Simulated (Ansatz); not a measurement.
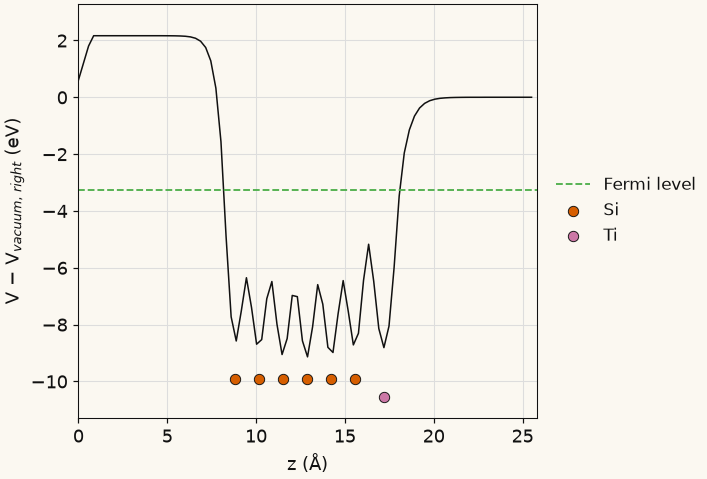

Plane-averaged electrostatic potential energy of an electron across the slab; circles at the bottom mark the heights of the atoms (positions after relaxation).

Calculation on a (100) slab cut from Si (Fd-3m), of composition TiSi₆ (not the bulk's), ended by Si planes, 7 atoms in the cell; a = 3.84 Å, b = 3.84 Å, c = 25.79 Å, α = 90.00°, β = 90.00°, γ = 90.00°.

Ansatz; DFT PBEsol, scalar-relativistic, plane waves, PAW, spin-polarised, 8×8×1 k mesh, 420 eV cutoff.

Q: Read off the work function of each face.

A: The work function is 3.26 eV at the right face and 5.42 eV at the left.

Q: How thick are slab and vacuum?

A: The outermost atoms are 8.4 Å apart, which leaves 17.4 Å of vacuum in a cell 25.8 Å high.
